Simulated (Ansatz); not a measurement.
System: MgI₂, space group P-3m1 (No. 164), 3 atoms in the cell, 1T (CdI2) bulk type, uniaxial (z) strain −5.2%.

```xyz
3
Lattice="4.1572 0.0000 0.0000 -2.0786 3.6003 0.0000 0.0000 0.0000 6.5159" Properties=species:S:1:pos:R:3 pbc="T T T"
Mg    0.0000    0.0000    0.0000
I     0.0000    2.4002    1.6393
I     2.0786    1.2001    4.8766
```

Level of theory: DFT, HSE06, plane waves, PAW, no spin polarisation, 6×6×4 k mesh, 420 eV cutoff; code Ansatz 0.2.0.

What will the density of states look like?

There is a gap; over the k points computed it is 4.19 eV (indirect; the smallest direct gap is 4.49 eV). The upper group of valence states starts about 4.4 eV under the valence-band top, with a gap beneath it; it holds about 12 electrons a cell. Within the window shown, the tallest peak of the filled states lies 0.9 eV under the valence-band top, at about 4.8 states per eV and cell.

Spin-orbit coupling is left out, which matters for I.

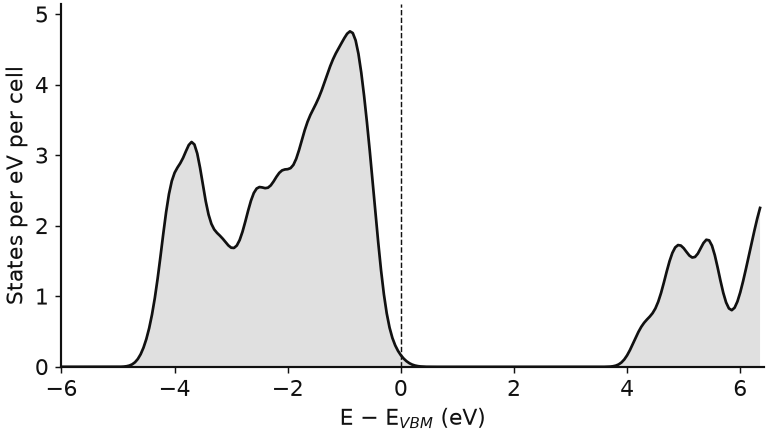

Density of states. Energies are counted from the top of the valence band. The curve is built from the levels of the k mesh with Gaussians 0.4 eV wide, which also blur the band edges.
